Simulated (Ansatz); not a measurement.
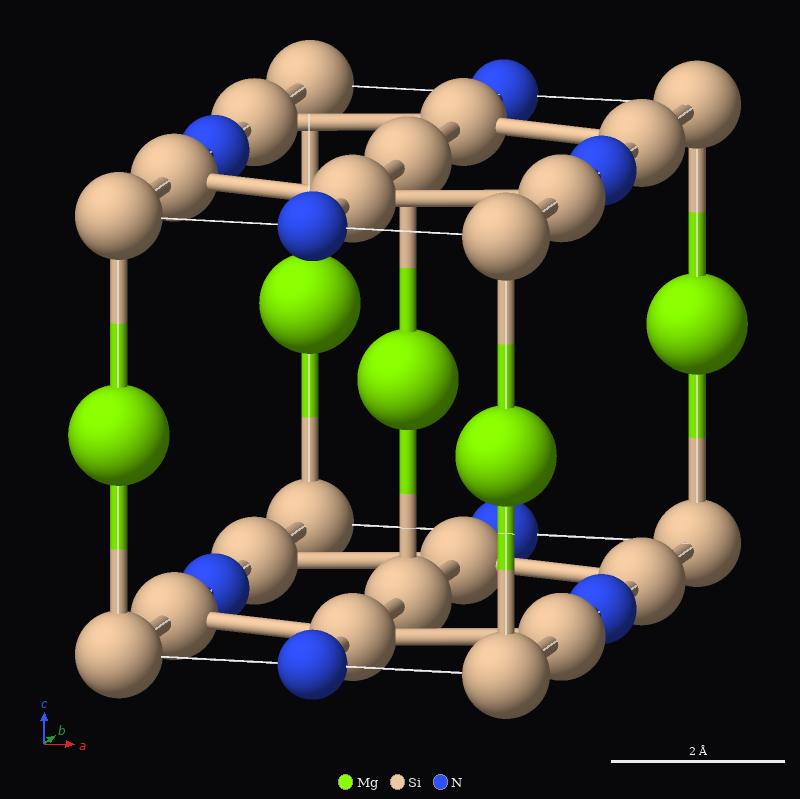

Figure: ball-and-stick view slightly off an axis. Lines trace the edges of the conventional unit cell. Cell: a = 4.65 Å, b = 8.25 Å, c = 5.17 Å, α = 90.00°, β = 90.00°, γ = 90.00°.

The starting point was a random cell made by a generator, so it need not be a real form of the compound. Earlier steps of the study may have refined or changed the cell and positions. It went into a calculation with Ansatz.

**In words:**

The stoichiometry is MgSi$_{3}$N. The symmetry is that of Cmmm (No. 65), on a base-centred orthorhombic lattice. Cell content: 2 Mg, 6 Si, 2 N, that is 2 formula units. Mg sits among two Si in a linear arrangement at about 2.6 Å. Each N is bonded to two Si in a linear arrangement at about 1.7 Å. Si takes two kinds of site: 4i with three Si and one N (about 2.4 Å to Si, 1.7 Å to N); 2a with two Mg and two Si in a distorted square planar arrangement (about 2.6 Å to Mg, 2.4 Å to Si). The bonds build a three-dimensional framework.

Setup: DFT PBE, scalar-relativistic, plane waves, PAW (Ansatz 0.2.0); 420 eV cutoff, k-points about 0.16 Å⁻¹ apart, Gaussian smearing of 0.1 eV, no spin polarisation.

**Classify it as metallic or gapped, with the value.**

A metal: bands cross the Fermi level.

**Give the Bader charge of each element.**

Mg +1.28 e; Si -0.36 to +0.63 e; N -2.17 e.

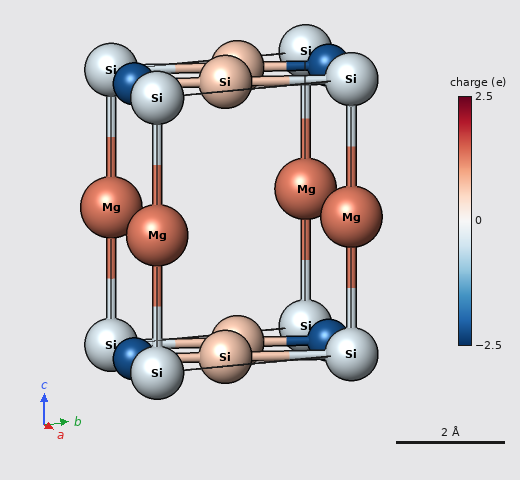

The atoms coloured by those charges. The run's cell of 5 atoms is drawn in a reduced setting, so axes and origin can differ from the first picture.

**Is the structure in equilibrium?**

Yes. The largest force is 0.01 eV/Å. The pressure is 0.0 GPa, close to zero.
